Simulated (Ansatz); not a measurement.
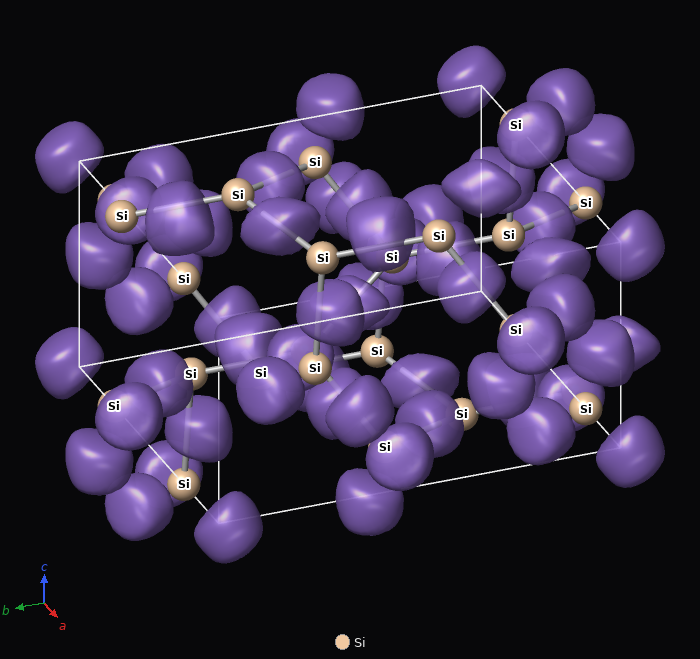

Si. Isosurface of the ELF at 0.8 (purple), seen at an oblique angle. Only the valence region is drawn (cores and ρ < 0.01 e/Å³ removed). Sticks mark near contacts.

Space group Cmme; a structure generated by program, which may or may not match a known phase.

Computed with Ansatz, DFT PBE, scalar-relativistic, plane waves, PAW.

Core electrons are frozen (PAW), and the valence fields are smoothed inside the atomic spheres.

```
Si
1.0
     6.96542    0.00000    0.00000
     0.00000    8.22859    0.00000
     0.00000    0.00000    4.39100
Si
12
Direct
  0.00000 0.39453 0.30761
  0.50000 0.89453 0.30761
  0.00000 0.10547 0.30761
  0.50000 0.60547 0.30761
  0.00000 0.60547 0.69239
  0.50000 0.10547 0.69239
  0.00000 0.89453 0.69239
  0.50000 0.39453 0.69239
  0.25000 0.50000 0.00000
  0.75000 0.00000 0.00000
  0.25000 0.00000 0.00000
  0.75000 0.50000 0.00000
```

> Where are the electrons localised?

The ELF exceeds this value in 24 regions between bonded Si–Si atoms, counted in one cell of 12 atoms. Any copies at cell faces, edges or corners count once. Along the contacts the grid gives the following. Si–Si (2.37 Å): the ELF peaks at about 0.95 between the atoms. Si–Si (2.42 Å): the ELF peaks at about 0.95 between the atoms.

> Metal or insulator at this level of theory?

It is metallic or semimetallic at this level of theory: no gap opens.
